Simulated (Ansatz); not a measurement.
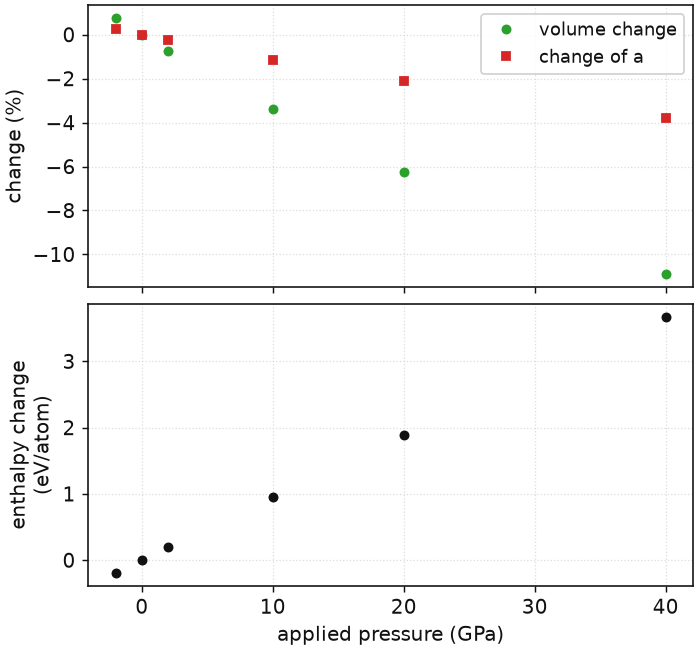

The picture above shows the volume change, change of a and enthalpy change against applied pressure for Mo, space group Im-3m (No. 229).

Starting cell:
```xyz
1
Lattice="-1.5752 1.5752 1.5752 1.5752 -1.5752 1.5752 1.5752 1.5752 -1.5752" Properties=species:S:1:pos:R:3 pbc="T T T"
Mo    0.0000    0.0000    0.0000
```

Computed with Ansatz 0.2.0: volume, enthalpy and cell of a crystal along a series of hydrostatic pressures at zero temperature, keeping its symmetry; changes are against the given cell; the k mesh follows the cell and the gap; plane waves with PAW datasets, Γ-centred k mesh; energies extrapolated to zero smearing. Level: r2SCAN, no spin polarisation.

- wave cutoff: 500 eV
- occupations: Gaussian
- k mesh at zero pressure: 18×18×18
- smearing width at zero pressure: 0.1 eV

The change of b equals the change of a; the change of c equals the change of a.

The point at applied pressure 5 GPa is left out of the plot. What does the calculation give there?

```json
{"applied pressure (GPa)": "5", "volume change (%)": "-1.78", "change of a (%)": "-0.60", "enthalpy change (eV/atom)": "0.48"}
```
